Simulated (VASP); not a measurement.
Ge: single-point calculation (part 2 of 2)

Ge (Fd-3m, 8 atoms in the cell); Kohn-Sham DFT of a periodic cell, PBEsol, VASP PAW PBE potentials, recommended, no spin polarisation (VASP 6.6.1); cutoff 300 eV, 5×5×5 k-mesh, Gaussian smearing of 0.05 eV. The structure derives from an entry of the Crystallography Open Database. It belongs to a series of runs on one base structure; here: grid = ENCUT=300 dk=0.45 cell=2x2x1 ISMEAR=0 SIGMA=0.05 LREAL=Auto EDIFF=1e-06. The settings are looser than a standard set-up, so the numbers are not reference values.

Geometry of the input (Å; fractional positions):
```
0.0000  5.6578  5.6578
5.6578  0.0000  5.6578
2.8289  2.8289  0.0000
Ge 0.3750  0.3750  0.7500
Ge 0.3750  0.8750  0.7500
Ge 0.8750  0.3750  0.7500
Ge 0.8750  0.8750  0.7500
Ge 0.2500  0.2500  0.5000
Ge 0.2500  0.7500  0.5000
Ge 0.7500  0.2500  0.5000
Ge 0.7500  0.7500  0.5000
```

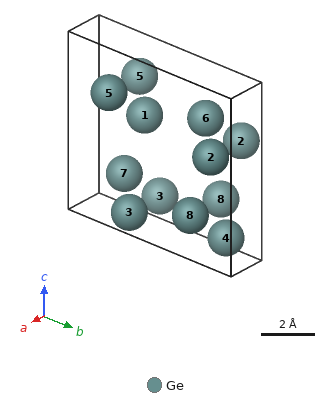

**Figure 1.** The input geometry (spheres-only view of the reduced cell, seen slightly off an axis; atoms are numbered from 1 in the order of the input). An atom can appear more than once, as a periodic image.

Parts of OUTCAR, continued:
```
 k-point     3 :       0.4000    0.0000    0.0000
  band No.  band energies     occupation
      1     -19.9482      2.00000
      2     -19.9465      2.00000
      3     -19.9312      2.00000
      4     -19.9283      2.00000
      5     -19.9226      2.00000
      6     -19.9208      2.00000
      7     -19.9166      2.00000
      8     -19.9148      2.00000
      9     -19.8969      2.00000
     10     -19.8909      2.00000
     11     -19.8641      2.00000
     12     -19.8617      2.00000
     13     -19.8430      2.00000
     14     -19.8403      2.00000
     15     -19.8314      2.00000
     16     -19.8289      2.00000
     17     -19.8022      2.00000
     18     -19.7924      2.00000
     19     -19.7849      2.00000
     20     -19.7841      2.00000
     21     -19.7535      2.00000
     22     -19.7394      2.00000
     23     -19.7139      2.00000
     24     -19.6996      2.00000
     25     -19.6832      2.00000
     26     -19.6808      2.00000
     27     -19.6775      2.00000
     28     -19.6763      2.00000
     29     -19.6746      2.00000
     30     -19.6724      2.00000
     31     -19.6677      2.00000
     32     -19.6611      2.00000
     33     -19.6234      2.00000
     34     -19.6212      2.00000
     35     -19.6168      2.00000
     36     -19.6147      2.00000
     37     -19.6044      2.00000
     38     -19.6002      2.00000
     39     -19.5935      2.00000
     40     -19.5908      2.00000
     41      -7.4515      2.00000
     42      -6.8833      2.00000
     43      -5.5807      2.00000
     44      -5.2307      2.00000
     45      -2.6775      2.00000
     46      -2.5223      2.00000
     47      -0.7261      2.00000
     48       1.0271      2.00000
     49       1.0415      2.00000
     50       1.4093      2.00000
     51       2.2212      2.00000
     52       2.7102      2.00000
     53       3.7935      2.00000
     54       3.7963      2.00000
     55       4.1871      2.00000
     56       4.1898      2.00000
     57       5.3098      0.00000
     58       5.6633      0.00000
     59       5.9718      0.00000
     60       6.3974      0.00000
     61       8.1068      0.00000
     62       8.2679      0.00000
     63       8.2994      0.00000
     64       8.5870      0.00000

 k-point     4 :       0.2000    0.2000    0.0000
  band No.  band energies     occupation
      1     -19.9341      2.00000
      2     -19.9330      2.00000
      3     -19.9330      2.00000
      4     -19.9303      2.00000
      5     -19.9278      2.00000
      6     -19.9278      2.00000
      7     -19.9080      2.00000
      8     -19.9067      2.00000
      9     -19.9042      2.00000
     10     -19.8815      2.00000
     11     -19.8737      2.00000
     12     -19.8737      2.00000
     13     -19.8572      2.00000
     14     -19.8490      2.00000
     15     -19.8230      2.00000
     16     -19.8230      2.00000
     17     -19.8122      2.00000
     18     -19.8122      2.00000
     19     -19.8086      2.00000
     20     -19.7818      2.00000
     21     -19.7329      2.00000
     22     -19.7122      2.00000
     23     -19.6963      2.00000
     24     -19.6963      2.00000
     25     -19.6896      2.00000
     26     -19.6896      2.00000
     27     -19.6838      2.00000
     28     -19.6838      2.00000
     29     -19.6779      2.00000
     30     -19.6581      2.00000
     31     -19.6499      2.00000
     32     -19.6460      2.00000
     33     -19.6426      2.00000
     34     -19.6271      2.00000
     35     -19.6064      2.00000
     36     -19.6064      2.00000
     37     -19.6056      2.00000
     38     -19.6056      2.00000
     39     -19.6050      2.00000
     40     -19.6012      2.00000
     41      -7.7705      2.00000
     42      -5.9141      2.00000
     43      -5.9141      2.00000
     44      -5.3905      2.00000
     45      -2.4768      2.00000
     46      -2.4523      2.00000
     47      -2.4523      2.00000
     48       1.9451      2.00000
     49       1.9475      2.00000
     50       2.3933      2.00000
     51       2.3933      2.00000
     52       2.9362      2.00000
     53       3.4197      2.00000
     54       3.4197      2.00000
     55       4.2302      2.00000
     56       4.2328      2.00000
     57       5.3401      0.00000
     58       5.9545      0.00000
     59       5.9545      0.00000
     60       6.1379      0.00000
     61       6.6947      0.00000
     62       6.9149      0.00000
     63       8.2337      0.00000
     64       8.2860      0.00000

 k-point     5 :       0.4000    0.2000    0.0000
  band No.  band energies     occupation
      1     -19.9473      2.00000
      2     -19.9370      2.00000
      3     -19.9317      2.00000
      4     -19.9274      2.00000
      5     -19.9273      2.00000
      6     -19.9273      2.00000
      7     -19.9190      2.00000
      8     -19.9106      2.00000
      9     -19.9015      2.00000
     10     -19.8854      2.00000
     11     -19.8810      2.00000
     12     -19.8552      2.00000
     13     -19.8468      2.00000
     14     -19.8340      2.00000
     15     -19.8309      2.00000
     16     -19.8147      2.00000
     17     -19.8060      2.00000
     18     -19.7988      2.00000
     19     -19.7937      2.00000
     20     -19.7814      2.00000
     21     -19.7582      2.00000
     22     -19.7229      2.00000
     23     -19.7116      2.00000
     24     -19.6975      2.00000
     25     -19.6971      2.00000
     26     -19.6948      2.00000
     27     -19.6870      2.00000
     28     -19.6852      2.00000
     29     -19.6721      2.00000
     30     -19.6581      2.00000
     31     -19.6532      2.00000
     32     -19.6501      2.00000
     33     -19.6321      2.00000
     34     -19.6202      2.00000
     35     -19.6139      2.00000
     36     -19.6068      2.00000
     37     -19.6063      2.00000
     38     -19.6043      2.00000
     39     -19.6002      2.00000
     40     -19.5923      2.00000
     41      -7.4880      2.00000
     42      -6.5557      2.00000
     43      -5.9119      2.00000
     44      -5.4568      2.00000
     45      -2.6969      2.00000
     46      -1.7353      2.00000
     47      -1.2614      2.00000
     48       1.1329      2.00000
     49       1.4735      2.00000
     50       1.8231      2.00000
     51       2.2245      2.00000
     52       2.5073      2.00000
     53       2.9496      2.00000
     54       3.7532      2.00000
     55       3.7782      2.00000
     56       3.7824      2.00000
     57       5.7831      0.00000
     58       6.1079      0.00000
     59       6.4924      0.00000
     60       6.7463      0.00000
     61       6.9771      0.00000
     62       7.2132      0.00000
     63       8.6845      0.00000
     64       8.8115      0.00000

 k-point     6 :      -0.4000    0.2000    0.0000
  band No.  band energies     occupation
      1     -19.9540      2.00000
      2     -19.9397      2.00000
      3     -19.9343      2.00000
      4     -19.9283      2.00000
      5     -19.9241      2.00000
      6     -19.9233      2.00000
      7     -19.9184      2.00000
      8     -19.9170      2.00000
      9     -19.8922      2.00000
     10     -19.8915      2.00000
     11     -19.8807      2.00000
     12     -19.8476      2.00000
     13     -19.8404      2.00000
     14     -19.8336      2.00000
     15     -19.8254      2.00000
     16     -19.8203      2.00000
     17     -19.8140      2.00000
     18     -19.7889      2.00000
     19     -19.7739      2.00000
     20     -19.7734      2.00000
     21     -19.7631      2.00000
     22     -19.7451      2.00000
     23     -19.7286      2.00000
     24     -19.7062      2.00000
     25     -19.6899      2.00000
     26     -19.6889      2.00000
     27     -19.6858      2.00000
     28     -19.6807      2.00000
     29     -19.6704      2.00000
     30     -19.6601      2.00000
     31     -19.6574      2.00000
     32     -19.6556      2.00000
     33     -19.6255      2.00000
     34     -19.6215      2.00000
     35     -19.6118      2.00000
     36     -19.6118      2.00000
     37     -19.6106      2.00000
     38     -19.6014      2.00000
     39     -19.5972      2.00000
     40     -19.5849      2.00000
     41      -7.1759      2.00000
     42      -6.9836      2.00000
     43      -6.2268      2.00000
     44      -4.8839      2.00000
     45      -3.0844      2.00000
     46      -1.4546      2.00000
     47      -0.2278      2.00000
     48       0.3192      2.00000
     49       0.5081      2.00000
     50       1.9401      2.00000
     51       2.4395      2.00000
     52       2.6808      2.00000
     53       2.8728      2.00000
     54       3.2456      2.00000
     55       3.3881      2.00000
     56       4.2391      2.00000
     57       6.1488      0.00000
     58       6.3592      0.00000
     59       6.4169      0.00000
     60       6.4257      0.00000
     61       7.8709      0.00000
     62       8.2555      0.00000
     63       8.3524      0.00000
     64       8.5354      0.00000

 [... further k-points ...]

------------------------ aborting loop because EDIFF is reached ----------------------------------------

  FORCE on cell =-STRESS in cart. coord.  units (eV):
  Direction    XX          YY          ZZ          XY          YZ          ZX
  --------------------------------------------------------------------------------------
  -------------------------------------------------------------------------------------
  Total       -0.6467555     -0.6467555     -1.1192040      0.2359198      0.0000000     -0.0000000
  in kB       -5.7214134     -5.7214134     -9.9008493      2.0870250      0.0000000     -0.0000000
  external PRESSURE =      -7.1145587 kB  Pullay stress =       0.0000000 kB

 VOLUME and BASIS-vectors are now :
 -----------------------------------------------------------------------------
  energy-cutoff  :      300.00
  volume of cell :      181.11
      direct lattice vectors                 reciprocal lattice vectors
     0.000000000  5.657820000  5.657820000    -0.088373260  0.088373260  0.088373260
     5.657820000  0.000000000  5.657820000     0.088373260 -0.088373260  0.088373260
     2.828910000  2.828910000  0.000000000     0.176746521  0.176746521 -0.176746521

 POSITION                                       TOTAL-FORCE (eV/Angst)
 -----------------------------------------------------------------------------------
      4.24336      4.24336      4.24336         0.000000      0.000000     -0.012245
      7.07227      4.24336      7.07227         0.000000      0.000000     -0.012245
      4.24336      7.07227      7.07227         0.000000      0.000000     -0.012245
      7.07227      7.07227      9.90118         0.000000      0.000000     -0.012245
      2.82891      2.82891      2.82891        -0.000000     -0.000000      0.012245
      5.65782      2.82891      5.65782        -0.000000     -0.000000      0.012245
      2.82891      5.65782      5.65782        -0.000000     -0.000000      0.012245
      5.65782      5.65782      8.48673        -0.000000     -0.000000      0.012245
 -----------------------------------------------------------------------------------
    total drift:                                0.000000      0.000000      0.000000

  FREE ENERGIE OF THE ION-ELECTRON SYSTEM (eV)
  ---------------------------------------------------
  free  energy   TOTEN  =       -39.4035333725 eV

  energy  without entropy=      -39.4028062087  energy(sigma->0) =      -39.40316979
```

CONTCAR:
```
Ge
   1.00000000000000
     0.0000000000000000    5.6578200000000001    5.6578200000000001
     5.6578200000000001    0.0000000000000000    5.6578200000000001
     2.8289100000000000    2.8289100000000000    0.0000000000000000
  Ge
     8
Direct
     0.3750000000000000    0.3750000000000000    0.7500000000000000
     0.3750000000000000    0.8750000000000000    0.7500000000000000
     0.8750000000000000    0.3750000000000000    0.7500000000000000
     0.8750000000000000    0.8750000000000000    0.7500000000000000
     0.2500000000000000    0.2500000000000000    0.5000000000000000
     0.2500000000000000    0.7500000000000000    0.5000000000000000
     0.7500000000000000    0.2500000000000000    0.5000000000000000
     0.7500000000000000    0.7500000000000000    0.5000000000000000

  0.00000000E+00  0.00000000E+00  0.00000000E+00
  0.00000000E+00  0.00000000E+00  0.00000000E+00
  0.00000000E+00  0.00000000E+00  0.00000000E+00
  0.00000000E+00  0.00000000E+00  0.00000000E+00
  0.00000000E+00  0.00000000E+00  0.00000000E+00
  0.00000000E+00  0.00000000E+00  0.00000000E+00
  0.00000000E+00  0.00000000E+00  0.00000000E+00
  0.00000000E+00  0.00000000E+00  0.00000000E+00
```
